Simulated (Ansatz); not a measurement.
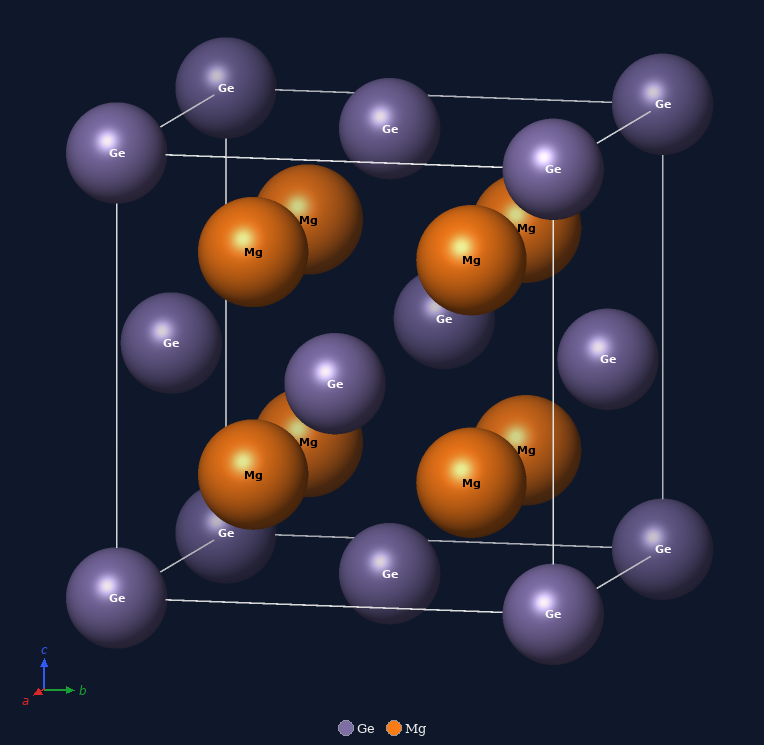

Crystal structure, spheres-only style, seen slightly off an axis. Thin lines show the conventional unit cell, with boundary atoms drawn in all their periodic places.

Mg$_{2}$Ge, antifluorite, space group Fm-3m (No. 225), a = 6.303 Å, b = 6.303 Å, c = 6.303 Å, α = 90.00°, β = 90.00°, γ = 90.00°. The starting point was a structure type filled with these elements by a generator (whether the compound takes this form wasn't checked). The cell was then strained or its atoms displaced on purpose. It was the input of a calculation with Ansatz.

This one geometry was computed with Ansatz (DFT, plane waves, PAW) at four levels of theory: r2SCAN with spin-orbit coupling, HSE06, PBE and r2SCAN. It was relaxed with r2SCAN and then strained.

How does the band gap change with the level of theory?

Answer. PBE: a gap of 0.11 eV, indirect; r2SCAN with spin-orbit coupling: a gap of 0.35 eV, indirect; r2SCAN: a gap of 0.41 eV, indirect; HSE06: a gap of 0.49 eV, indirect.

Collect the results in a table.

Answer.
| level | cutoff (eV) | k-mesh of the run's cell | gap (eV) | pressure (GPa) |
| --- | --- | --- | --- | --- |
| r2SCAN with spin-orbit coupling | 500 | 8×8×8 | 0.35 | 1.8 |
| HSE06 | 420 | 6×6×6 | 0.49 | 2.2 |
| PBE | 420 | 8×8×8 | 0.11 | 3.1 |
| r2SCAN | 500 | 8×8×8 | 0.41 | 1.8 |

Gaps are taken on the k-mesh or band path of each run.
